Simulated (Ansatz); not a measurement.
Geometry relaxation of C$_{9}$O (part 1 of 3)

- system: C$_{9}$O (slab, 10 atoms in the cell)
- method: DFT PBE+D3(BJ), scalar-relativistic, plane waves, PAW, no spin polarisation (Ansatz 0.2.0)

The structure derives from an entry of the Crystallography Open Database. The input holds or restrains some coordinates. Forces given for the steps count only the free coordinates. It belongs to a series of runs on one base structure; here: CO put at a top C site.

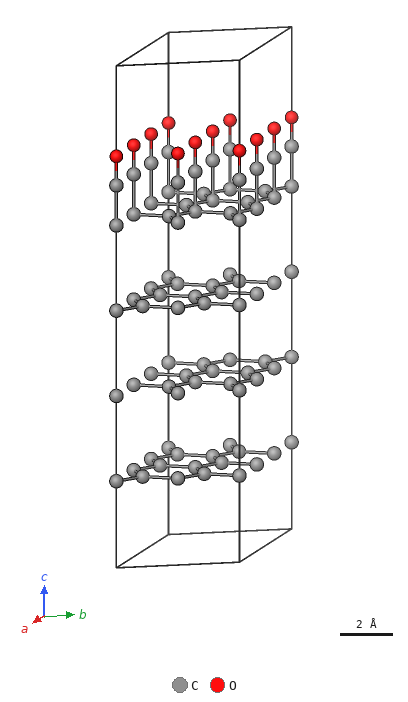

Fig. 1: The starting structure (ball-and-stick view of the 3 × 2 repeat of the cell, with the vacuum cut short, seen slightly off an axis). An atom can appear more than once, as a periodic image.

**Input file**
```yaml
crystal:
  lattice:
    - [2.4649796696, 0.0, 0.0]
    - [-1.2324898348, 2.1347350137, 0.0]
    - [0.0, 0.0, 30.2576501055]
  atoms:
    - { symbol: C, position: [0.0, 0.0, 0.2809206996] }
    - { symbol: C, position: [0.6666666667, 0.3333333333, 0.2809206918] }
    - { symbol: C, position: [0.0, 0.0, 0.3922716013] }
    - { symbol: C, position: [0.3333333333, 0.6666666667, 0.3922715935] }
    - { symbol: C, position: [0.0, 0.0, 0.503622503] }
    - { symbol: C, position: [0.6666666667, 0.3333333333, 0.5036224952] }
    - { symbol: C, position: [0.0, 0.0, 0.6149734048] }
    - { symbol: C, position: [0.3333333333, 0.6666666667, 0.614973397] }
    - { symbol: C, position: [0.0, 0.0, 0.667191604] }
    - { symbol: O, position: [0.0, 0.0, 0.7051985211] }
basis:
  ecutwfc: 420
kpoints:
  mp_grid: { grid: [12, 12, 1] }
hamiltonian:
  xc: pbe
  dispersion: d3bj
scf:
  occupations: { method: gaussian, width: 0.1 }
output:
  forces: true
  eigenvalues: true
  write_density: true
  write_potential: true
  elf: true
  volumetric_format: npy
relax:
  adjacent_minimum: "off"
  f_tol: 0.03
  max_steps: 70
  constraints: [{ sites: [0, 1, 2, 3] }]
efield:
  axis: 3
  dipole_correction: true
  ramp_width: 0.04
```

Run on 2 threads of AMD EPYC (Zen 3), 32 GiB of memory available, shared host.

Run as:
```bash
ansatz run input.yaml --threads 2 --pin off --max-ram 5120MiB --backend cpu --events-out ev --progress --plain --runs-dir out
```

**The program's output**
```
Engine: ansatz 0.2.0, x86_64-unknown-linux-gnu
Pseudopotentials: kind: paw
Pseudopotential: C, paw, valence charge 4, recommended cutoff 420 eV (normal), C.paw.azcp
Pseudopotential: O, paw, valence charge 6, recommended cutoff 420 eV (normal), O.paw.azcp
Functional definition: PBE
  parameter kappa = 0.804
  parameter beta = 0.06672455060314922
  exchange = pbe_x(kappa = kappa, mu = beta*pi^2/3)
  correlation = pbe_c(beta = beta)
Crystal: 10 atoms, lattice volume = 159.218 Å³
Basis set: ecut = 420 eV, 2999 PW (Γ), exchange–correlation on 36×36×432 points (8 copies of the dense FFT grid, shifted against one another)
Bands: 31, of which v1, the nominal top of the filled ones, is band 21 counted from 1 (20 counted from 0)
Symmetry: 6 space group operations
Space group: P3m1 (ITA 156), of the structure as read, at distance tolerance 5.4e-5 Å
k-points: 19 of 144 (time reversal used)
Non-local potential: C, projectors of the file, l = 0: 2, l = 1: 2, l = 2: 1
Non-local potential: O, projectors of the file, l = 0: 2, l = 1: 2, l = 2: 1
PAW form: soft (Blöchl's): semilocal exchange-correlation on the pseudo side does not see the compensation charge
PAW one-centre angular grid: C, 110 points (default); XC on 64 Gauss nodes
PAW one-centre angular grid: O, 110 points (default); XC on 64 Gauss nodes
Initial density: superposition of atomic densities (neutral atoms: chi_scale 0, normalization atom), corrected by the library's trained network
Initial wavefunctions: pseudopotential atomic-orbital guess
Functional: x = pbe(κ = 0.804, μ = 0.2195149727645171), c = pbe(β = 0.06672455060314922)
SCF iter   1: F=—  HF=-2821.442045 eV  |F-HF|=—  |Δ(HF+E_count)|=         —  Δρ=1.31e-2  dr2=9.27e-1  ethr=1.77e-3  p=-0.083 e·Å  D=-9.44e-2 V/Å  ΔV_dip=2.86 eV  dr2_dipole=3.17e-1  V_vac-E_F(+/−)=7.23/4.38 eV  ⟨swp⟩=9.4  Hψ=3666  notcnv=0  defer=19
efield: sawtooth ramp at fractional position 0.9731 (placed from the atoms, in the widest stretch of the axis that holds none; the zero of the levels goes with the place), width 0.0400; the density the first Hamiltonian is built on has a dipole p = -0.083 e·Å; the dipole correction subtracts the counter field D = -9.44e-2 V/Å, which shifts the + side's vacuum level by +2.86 eV against the − side's; the planar-averaged density in the ramp window peaks in size at 2.3e-5 e/Å³
preconditioner: auto → LDOS  [insulator: Δε(μ)=0.367 eV  Ē_g=15.400 eV  σ=0.100 eV  W_gap=0.74  n_scr=20 (ndim 8)  ℏωp=19.1 eV  f_vac=0.477  D(μ)=1.18/eV (n_scr^D=10)  ε∞_Penn≈2.5  β→1.0]
SCF iter   2: F=—  HF=-2821.411446 eV  |F-HF|=—  |Δ(HF+E_count)|=   3.06e-2  Δρ=1.03e-2  dr2=6.53e-1  ethr=1.77e-3  p=-0.009 e·Å  D=-1.01e-2 V/Å  ΔV_dip=0.30 eV  dr2_dipole=3.40e-1  V_vac-E_F(+/−)=4.87/4.56 eV  ⟨swp⟩=3.3  Hψ=1194  notcnv=0  defer=51
SCF iter   3: F=—  HF=-2821.430405 eV  |F-HF|=—  |Δ(HF+E_count)|=   1.90e-2  Δρ=7.54e-3  dr2=3.01e0  ethr=1.56e-3  p=-0.085 e·Å  D=-9.70e-2 V/Å  ΔV_dip=2.93 eV  dr2_dipole=1.74e0  V_vac-E_F(+/−)=5.89/2.96 eV  ⟨swp⟩=2.8  Hψ=893  notcnv=0  defer=70  recentre
SCF iter   4: F=—  HF=-2821.352997 eV  |F-HF|=—  |Δ(HF+E_count)|=   7.74e-2  Δρ=3.11e-3  dr2=1.11e-1  ethr=1.56e-3  p=-0.034 e·Å  D=-3.88e-2 V/Å  ΔV_dip=1.17 eV  dr2_dipole=6.47e-2  V_vac-E_F(+/−)=5.52/4.35 eV  ⟨swp⟩=2.2  Hψ=807  notcnv=0  defer=56
SCF iter   5: F=—  HF=-2821.349274 eV  |F-HF|=—  |Δ(HF+E_count)|=   3.72e-3  Δρ=2.19e-3  dr2=5.98e-2  ethr=2.63e-4  p=-0.042 e·Å  D=-4.81e-2 V/Å  ΔV_dip=1.46 eV  dr2_dipole=1.40e-2  V_vac-E_F(+/−)=5.70/4.24 eV  ⟨swp⟩=2.4  Hψ=793  notcnv=0  defer=56
SCF iter   6: F=—  HF=-2821.346723 eV  |F-HF|=—  |Δ(HF+E_count)|=   2.55e-3  Δρ=8.06e-4  dr2=1.11e-2  ethr=1.42e-4  p=-0.043 e·Å  D=-4.87e-2 V/Å  ΔV_dip=1.47 eV  dr2_dipole=3.60e-3  V_vac-E_F(+/−)=5.74/4.27 eV  ⟨swp⟩=1.2  Hψ=525  notcnv=0  defer=56
SCF iter   7: F=—  HF=-2821.346420 eV  |F-HF|=—  |Δ(HF+E_count)|=   3.03e-4  Δρ=3.39e-4  dr2=2.30e-4  ethr=2.63e-5  p=-0.042 e·Å  D=-4.83e-2 V/Å  ΔV_dip=1.46 eV  dr2_dipole=2.95e-5  V_vac-E_F(+/−)=5.74/4.28 eV  ⟨swp⟩=1.5  Hψ=585  notcnv=0  defer=56
SCF iter   8: F=—  HF=-2821.346388 eV  |F-HF|=—  |Δ(HF+E_count)|=   3.17e-5  Δρ=1.00e-4  dr2=1.12e-4  ethr=5.48e-7  p=-0.042 e·Å  D=-4.79e-2 V/Å  ΔV_dip=1.45 eV  dr2_dipole=3.78e-5  V_vac-E_F(+/−)=5.74/4.29 eV  ⟨swp⟩=2.0  Hψ=889  notcnv=0  defer=57
SCF iter   9: F=-2821.346379 eV  HF=-2821.346384 eV  |F-HF|=4.37e-6  |Δ(HF+E_count)|=   4.43e-6  Δρ=3.59e-5  dr2=5.29e-6  ethr=5.36e-8  p=-0.042 e·Å  D=-4.80e-2 V/Å  ΔV_dip=1.45 eV  dr2_dipole=1.27e-6  V_vac-E_F(+/−)=5.74/4.29 eV  ⟨swp⟩=22.8  Hψ=6127  notcnv=0
SCF 1 converged in 9 iterations: F = -2821.346379 eV  dr2 = 5.29e-6
  greatest PAW one-centre occupation: 0.897 electrons in one spin orbital (limit 2), on the O atom at site 9 (counted from 0), in its partial waves of l = 0
relax step   1: F+E_penalty+E_count = -2821.34637923 eV  Δ(F+E_penalty+E_count) = +0.000e0 eV  max|allowed force component| = 5.066e0 eV/Å  Δτ_max = 0.0000 Å  (9 SCF iters, dr2 threshold 2.25e-5 eV, accepted)
Initial density: handed on by an earlier stage of this run
Initial wavefunctions: those handed on with the density
iter 1 solved again at ethr=1.08e-3 eV; its pass at ethr=3.10e-3 eV (dr2=4.52e-1 eV) is discarded
SCF iter   1: F=—  HF=-2822.163543 eV  |F-HF|=—  |Δ(HF+E_count)|=         —  Δρ=1.82e-2  dr2=4.65e-1  ethr=1.08e-3  p=-0.042 e·Å  D=-4.80e-2 V/Å  ΔV_dip=1.45 eV  dr2_dipole=1.42e-2  V_vac-E_F(+/−)=5.77/4.32 eV  ⟨swp⟩=1.4  Hψ=2735  notcnv=0  defer=54
efield: sawtooth ramp at fractional position 0.9731 (handed on by an earlier solve), width 0.0400; the density the first Hamiltonian is built on has a dipole p = -0.042 e·Å; the dipole correction subtracts the counter field D = -4.80e-2 V/Å, which shifts the + side's vacuum level by +1.45 eV against the − side's; the planar-averaged density in the ramp window peaks in size at 1.8e-6 e/Å³
preconditioner: auto → LDOS  [metal: Δε(μ)=0.077 eV  Ē_g=15.300 eV  σ=0.100 eV  W_gap=0.38  n_scr=20 (ndim 8)  ℏωp=19.1 eV  f_vac=0.473  D(μ)=0.54/eV (n_scr^D=6)  β→1.0]
SCF iter   2: F=—  HF=-2822.944600 eV  |F-HF|=—  |Δ(HF+E_count)|=   7.81e-1  Δρ=3.45e-2  dr2=1.28e1  ethr=1.08e-3  p=0.003 e·Å  D=3.06e-3 V/Å  ΔV_dip=-0.09 eV  dr2_dipole=2.69e0  V_vac-E_F(+/−)=4.79/4.88 eV  ⟨swp⟩=5.0  Hψ=1643  notcnv=0  defer=51  recentre
SCF iter   3: F=—  HF=-2822.103070 eV  |F-HF|=—  |Δ(HF+E_count)|=   8.42e-1  Δρ=1.13e-2  dr2=1.78e-1  ethr=1.08e-3  p=-0.058 e·Å  D=-6.60e-2 V/Å  ΔV_dip=2.00 eV  dr2_dipole=5.18e-2  V_vac-E_F(+/−)=6.00/4.01 eV  ⟨swp⟩=3.5  Hψ=1382  notcnv=0  defer=67
SCF iter   4: F=—  HF=-2822.121064 eV  |F-HF|=—  |Δ(HF+E_count)|=   1.80e-2  Δρ=9.38e-3  dr2=6.14e-1  ethr=4.23e-4  p=-0.068 e·Å  D=-7.78e-2 V/Å  ΔV_dip=2.35 eV  dr2_dipole=8.54e-2  V_vac-E_F(+/−)=6.64/4.28 eV  ⟨swp⟩=2.3  Hψ=1141  notcnv=0  defer=83  recentre
SCF iter   5: F=—  HF=-2822.079379 eV  |F-HF|=—  |Δ(HF+E_count)|=   4.17e-2  Δρ=5.74e-3  dr2=6.77e-2  ethr=4.23e-4  p=-0.051 e·Å  D=-5.76e-2 V/Å  ΔV_dip=1.74 eV  dr2_dipole=7.49e-3  V_vac-E_F(+/−)=5.93/4.19 eV  ⟨swp⟩=2.4  Hψ=947  notcnv=0  defer=79
SCF iter   6: F=—  HF=-2822.072057 eV  |F-HF|=—  |Δ(HF+E_count)|=   7.32e-3  Δρ=1.53e-3  dr2=7.54e-3  ethr=1.61e-4  p=-0.050 e·Å  D=-5.64e-2 V/Å  ΔV_dip=1.71 eV  dr2_dipole=3.31e-4  V_vac-E_F(+/−)=6.01/4.30 eV  ⟨swp⟩=2.2  Hψ=878  notcnv=0  defer=73
SCF iter   7: F=—  HF=-2822.071947 eV  |F-HF|=—  |Δ(HF+E_count)|=   1.11e-4  Δρ=8.19e-4  dr2=9.08e-3  ethr=1.79e-5  p=-0.042 e·Å  D=-4.82e-2 V/Å  ΔV_dip=1.46 eV  dr2_dipole=3.74e-5  V_vac-E_F(+/−)=5.70/4.24 eV  ⟨swp⟩=2.2  Hψ=855  notcnv=0  defer=73
SCF iter   8: F=—  HF=-2822.071208 eV  |F-HF|=—  |Δ(HF+E_count)|=   7.38e-4  Δρ=3.74e-4  dr2=2.50e-3  ethr=1.79e-5  p=-0.044 e·Å  D=-4.96e-2 V/Å  ΔV_dip=1.50 eV  dr2_dipole=1.35e-5  V_vac-E_F(+/−)=5.76/4.26 eV  ⟨swp⟩=1.2  Hψ=751  notcnv=0  defer=68
SCF iter   9: F=—  HF=-2822.071045 eV  |F-HF|=—  |Δ(HF+E_count)|=   1.63e-4  Δρ=9.81e-5  dr2=1.56e-4  ethr=5.96e-6  p=-0.043 e·Å  D=-4.92e-2 V/Å  ΔV_dip=1.49 eV  dr2_dipole=1.14e-4  V_vac-E_F(+/−)=5.77/4.28 eV  ⟨swp⟩=1.0  Hψ=517  notcnv=0  defer=68
SCF iter  10: F=-2822.071026 eV  HF=-2822.071038 eV  |F-HF|=1.22e-5  |Δ(HF+E_count)|=   6.77e-6  Δρ=3.46e-5  dr2=8.69e-6  ethr=2.38e-7  p=-0.044 e·Å  D=-4.99e-2 V/Å  ΔV_dip=1.51 eV  dr2_dipole=5.12e-6  V_vac-E_F(+/−)=5.79/4.28 eV  ⟨swp⟩=28.2  Hψ=6469  notcnv=0
SCF 2 converged in 10 iterations: F = -2822.071026 eV  dr2 = 8.69e-6
  greatest PAW one-centre occupation: 0.895 electrons in one spin orbital (limit 2), on the O atom at site 9 (counted from 0), in its partial waves of l = 0
relax step   2: F+E_penalty+E_count = -2822.07102601 eV  Δ(F+E_penalty+E_count) = -7.246e-1 eV  max|allowed force component| = 3.033e0 eV/Å  Δτ_max = 0.1108 Å  (10 SCF iters, dr2 threshold 1.00e-4 eV, accepted)
[... from here on the SCF iterations and repeated set-up lines of each step are left out, up to the last step ...]
SCF 3 converged in 9 iterations: F = -2822.453545 eV  dr2 = 8.33e-6
relax step   3: F+E_penalty+E_count = -2822.45354535 eV  Δ(F+E_penalty+E_count) = -3.825e-1 eV  max|allowed force component| = 5.275e0 eV/Å  Δτ_max = 0.1361 Å  (9 SCF iters, dr2 threshold 1.00e-4 eV, accepted)
SCF 4 converged in 8 iterations: F = -2823.029473 eV  dr2 = 8.41e-6
relax step   4: F+E_penalty+E_count = -2823.02947259 eV  Δ(F+E_penalty+E_count) = -5.759e-1 eV  max|allowed force component| = 5.556e0 eV/Å  Δτ_max = 0.1956 Å  (8 SCF iters, dr2 threshold 1.00e-4 eV, accepted)
SCF 5 converged in 6 iterations: F = -2823.358671 eV  dr2 = 1.13e-5
relax step   5: F+E_penalty+E_count = -2823.35867123 eV  Δ(F+E_penalty+E_count) = -3.292e-1 eV  max|allowed force component| = 8.584e0 eV/Å  Δτ_max = 0.1951 Å  (6 SCF iters, dr2 threshold 1.00e-4 eV, accepted)
SCF 6 converged in 6 iterations: F = -2823.791414 eV  dr2 = 7.55e-6
relax step   6: F+E_penalty+E_count = -2823.79141411 eV  Δ(F+E_penalty+E_count) = -4.327e-1 eV  max|allowed force component| = 2.572e0 eV/Å  Δτ_max = 0.1953 Å  (6 SCF iters, dr2 threshold 1.00e-4 eV, accepted)
SCF 7 converged in 7 iterations: F = -2823.972120 eV  dr2 = 2.96e-6
relax step   7: F+E_penalty+E_count = -2823.97212039 eV  Δ(F+E_penalty+E_count) = -1.807e-1 eV  max|allowed force component| = 1.166e0 eV/Å  Δτ_max = 0.2000 Å  (7 SCF iters, dr2 threshold 1.00e-4 eV, accepted)
SCF 8 converged in 6 iterations: F = -2824.052789 eV  dr2 = 1.60e-5
relax step   8: F+E_penalty+E_count = -2824.05278899 eV  Δ(F+E_penalty+E_count) = -8.067e-2 eV  max|allowed force component| = 9.118e-2 eV/Å  Δτ_max = 0.1947 Å  (6 SCF iters, dr2 threshold 1.00e-4 eV, accepted)
SCF 9 converged in 10 iterations: F = -2824.080623 eV  dr2 = 4.57e-10
relax step   9: F+E_penalty+E_count = -2824.08062303 eV  Δ(F+E_penalty+E_count) = -2.783e-2 eV  max|allowed force component| = 9.399e-2 eV/Å  Δτ_max = 0.2000 Å  (10 SCF iters, accepted)
SCF 10 converged in 10 iterations: F = -2824.095721 eV  dr2 = 3.73e-10
relax step  10: F+E_penalty+E_count = -2824.09572104 eV  Δ(F+E_penalty+E_count) = -1.510e-2 eV  max|allowed force component| = 9.080e-2 eV/Å  Δτ_max = 0.1940 Å  (10 SCF iters, accepted)
SCF 11 converged in 10 iterations: F = -2824.104561 eV  dr2 = 9.39e-10
relax step  11: F+E_penalty+E_count = -2824.10456073 eV  Δ(F+E_penalty+E_count) = -8.840e-3 eV  max|allowed force component| = 5.172e-1 eV/Å  Δτ_max = 0.1990 Å  (10 SCF iters, dr2 threshold 7.69e-6 eV, accepted)
SCF 12 converged in 6 iterations: F = -2824.108732 eV  dr2 = 1.39e-5
relax step  12: F+E_penalty+E_count = -2824.10873171 eV  Δ(F+E_penalty+E_count) = -4.171e-3 eV  max|allowed force component| = 4.381e-1 eV/Å  Δτ_max = 0.1948 Å  (6 SCF iters, dr2 threshold 1.00e-4 eV, accepted)
SCF 13 converged in 10 iterations: F = -2824.107968 eV  dr2 = 6.03e-5
relax step  13: F+E_penalty+E_count = -2824.10796809 eV  Δ(F+E_penalty+E_count) = +7.636e-4 eV  max|allowed force component| = 6.203e-1 eV/Å  Δτ_max = 0.1872 Å  (10 SCF iters, dr2 threshold 1.00e-4 eV, rejected (line search))
iter 1 solved again at ethr=8.38e-4 eV; its pass at ethr=3.10e-3 eV (dr2=3.52e-1 eV) is discarded
```
